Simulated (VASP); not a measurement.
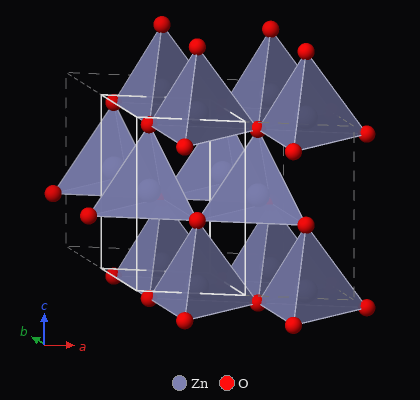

ZnO, space group P6_3mc (No. 186), a = 3.249 Å, b = 3.249 Å, c = 5.206 Å, α = 90.00°, β = 90.00°, γ = 120.00°. Origin: an entry of the Crystallography Open Database, as set up for an electronic-structure calculation. Forms under 0.4 % of the area are left out. Forms are taken in the Laue class: a face and its opposite count as one form.

### Estimate the growth shape by the BFDH rule (face distance proportional to 1/d, absences counted).

The forms computed, by share of the surface:

| form | faces | d (Å) | share of area (%) |
| --- | --- | --- | --- |
| {100} | 6 | 2.814 | 41.1 |
| {101} | 12 | 2.475 | 39.9 |
| {002} | 2 | 2.603 | 19.0 |

The crystal is roughly equant (blocky). Widths along a, b and c stand as 1.00 : 1.00 : 0.94.

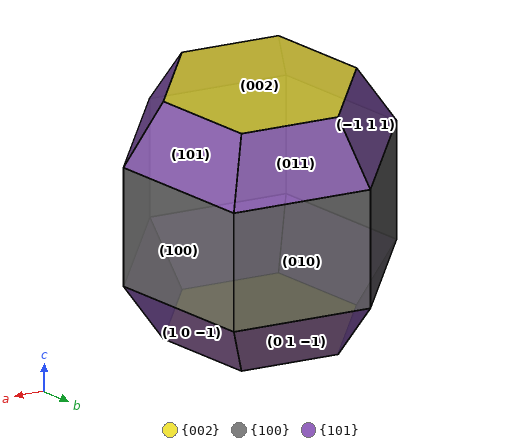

The computed shape, faces indexed. The rule is geometric and ignores bonding and growth conditions.
